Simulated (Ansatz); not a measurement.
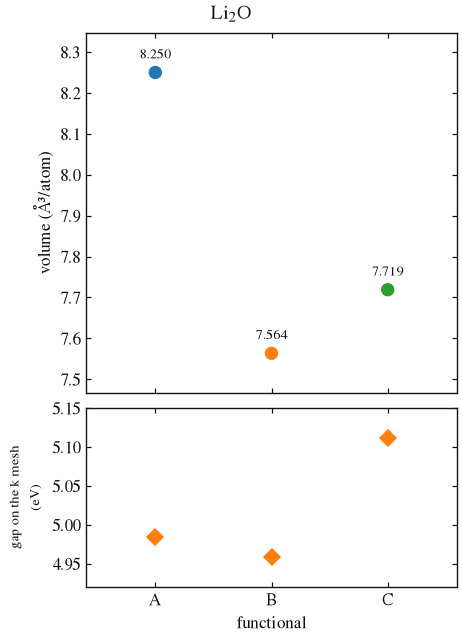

The figure shows the volume by functional, with the gap on the k mesh below, for Li₂O, space group Fm-3m (No. 225). The labels are replaced by letters. In alphabetical order the cases are: LDA; PBE; PBE+D3(BJ).

Cell as given: a = 3.260 Å, b = 3.260 Å, c = 3.260 Å, α = 60.00°, β = 60.00°, γ = 60.00°; 3 atoms.

Method: volume and cell lengths of one structure relaxed by several density functionals; plane waves with PAW datasets, Γ-centred k mesh (Ansatz 0.2.0). All runs: no spin polarisation.

```
       setting     value
   occupations  Gaussian
smearing width   0.02 eV
```

The space group named is that of the starting cell.

> Which letter stands for which functional?

A: PBE (8.25 Å³/atom); B: LDA (7.56 Å³/atom); C: PBE+D3(BJ) (7.72 Å³/atom).
